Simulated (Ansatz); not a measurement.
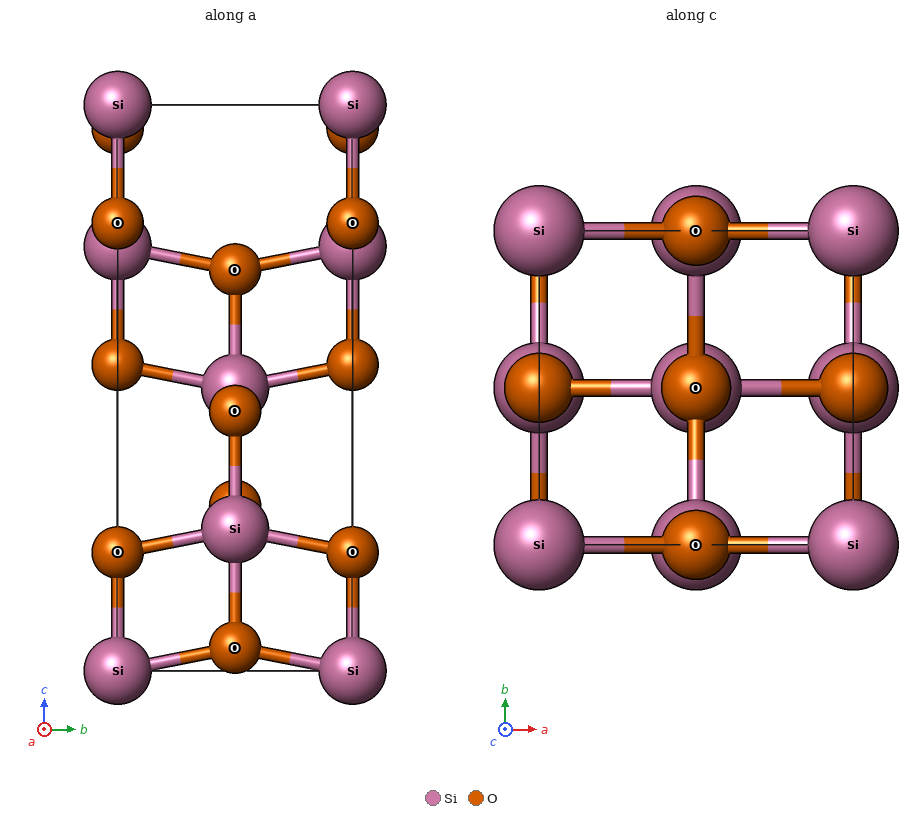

Shown here is a ball-and-stick view of the crystal, taken along the a axis and along the c axis. Thin lines show the conventional unit cell, with boundary atoms drawn in all their periodic places.

SiO$_{2}$, space group I4_1/amd (No. 141), a = 3.49 Å, b = 3.49 Å, c = 8.41 Å, α = 90.00°, β = 90.00°, γ = 90.00°.

Computed with DFT, r2SCAN, plane waves, PAW (Ansatz). Settings: a cutoff energy of 500 eV, k-points about 0.25 Å⁻¹ apart, Fermi-Dirac smearing of 0.02 eV, no spin polarisation.

Question: What is the electronic character?

Answer: An insulator at this level, with a gap of 7.22 eV, indirect; the smallest direct gap is 7.98 eV.

It goes back to a structure type filled with these elements by a generator (whether the compound takes this form wasn't checked). It is drawn as it came out of a relaxation with DFT, r2SCAN, plane waves, PAW in Ansatz 0.2.0.
